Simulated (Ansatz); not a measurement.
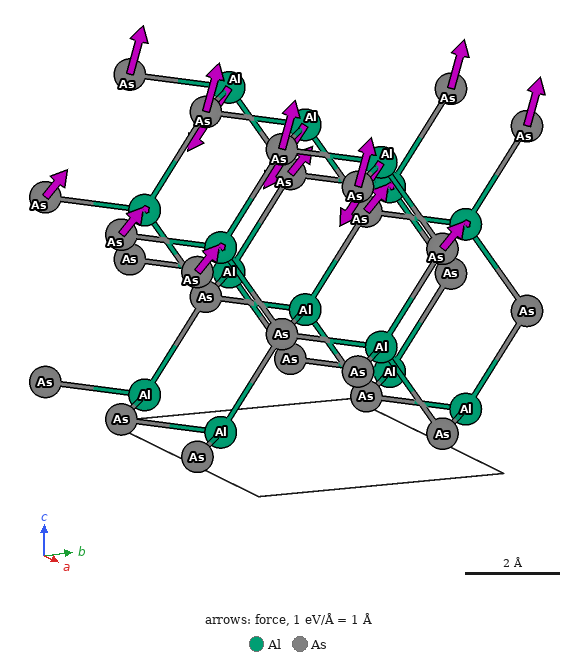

Starting geometry of a slab of composition AlAs (cut from the F-43m phase) with the computed forces as purple arrows. Style: ball-and-stick. Shown: the cell of the calculation, outlined in the plane, without the vacuum (origin shifted), slightly off an axis.

Case: clean slab, lower half held. The slab is the (1 1 0) face of AlAs. 8 atoms are held fixed.

Theory: DFT PBE, scalar-relativistic, plane waves, PAW in Ansatz 0.2.0. Set-up: plane-wave cutoff 420 eV; k-point mesh 4 × 5 × 1; occupations gaussian; smearing width 0.05 eV; no spin polarisation; dipole correction; atoms relaxed in a fixed cell; force threshold 0.03 eV/Å; at most 70 steps.

**What follows when this structure is relaxed?**

It isn't relaxed: the largest force vector, on Al atoms, is 1.66 eV/Å. The final displacements follow the starting forces only in part (cosine between the two patterns 0.83). Over 4 geometry steps the energy falls by 1.253 eV per cell of the calculation. The largest force component goes from 1.3 to 0.016 eV/Å. The largest moves, 0.63 Å, are those of Al atoms. Largest moves by element: Al 0.63 Å, As 0.27 Å. The cell doesn't change. Among the contacts that change: Al–As 2.480 → 2.553 Å, Al–As 2.480 → 2.425 Å, Al–As 2.480 → 2.504 Å, Al–As 2.480 → 2.474 Å. Among the angles between lasting bonds that change: Al–As–Al 109.5° → 90.2°, Al–As–Al 109.5° → 93.8°, As–Al–As 109.5° → 123.5°.
